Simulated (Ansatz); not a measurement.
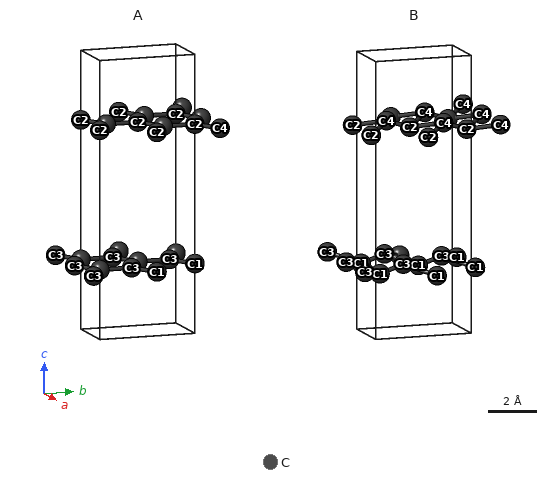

Two geometries of crystalline C (a generated structure, set up in Cmc2_1) (coarse preliminary run), drawn at one scale. One is the start of a relaxation, the other its converged end. Style: ball-and-stick. Shown: the conventional cell (2 times the calculation's cell), slightly off an axis. Lengths and directions refer to the drawn axes.

The calculation used Ansatz, DFT PBE, scalar-relativistic, plane waves, PAW. Set-up: plane-wave cutoff 420 eV; k-point mesh 8 × 8 × 2; occupations gaussian; smearing width 0.1 eV; no spin polarisation; cell and atoms relaxed; force threshold 0.04 eV/Å; at most 70 steps.

> Which of the two is the end point?

Structure A is the relaxed one. The energy falls by 2608 meV per atom in 6 accepted moves (7 points after the start). Largest force component: 28 eV/Å at the start, 0.0018 eV/Å at the end. Pressure: 39.00 GPa at the start and −0.08 GPa at the end. The SCF was repeated once at an unchanged geometry on a basis and grid sized afresh for the cell, which shifted the energy by 0.4 meV per atom at most. The largest moves relative to the cell, 0.26 Å, are those of C1, C2, C3 and C4. C3 goes along [0 3 −1]. The drawn cell changes as follows: a 2.436 → 2.467 Å (+1.3 %), b 4.295 → 4.273 Å (−0.5 %), c 12.027 → 12.078 Å (+0.4 %); the volume changes by +1.2 %. Near-neighbour distances that change, for instance: C1–C3 1.103 → 1.424 Å, C1–C3 (another image) 1.678 → 1.424 Å. Among the angles between lasting bonds that change: C3–C1–C3 93.1° → 120.0°, C3–C1–C3 123.9° → 120.0°. The space group (tolerance 0.01 Å) goes from Cmc2_1 (No. 36) to P6_3/mmc (No. 194). Cost: 25 s on 1 thread of Intel(R) Xeon(R) Processor @ 2.70GHz, on a shared host, peak memory 0.37 GiB.

Limits of the set-up: layers or molecules are held without a dispersion correction, so their spacing is unreliable.
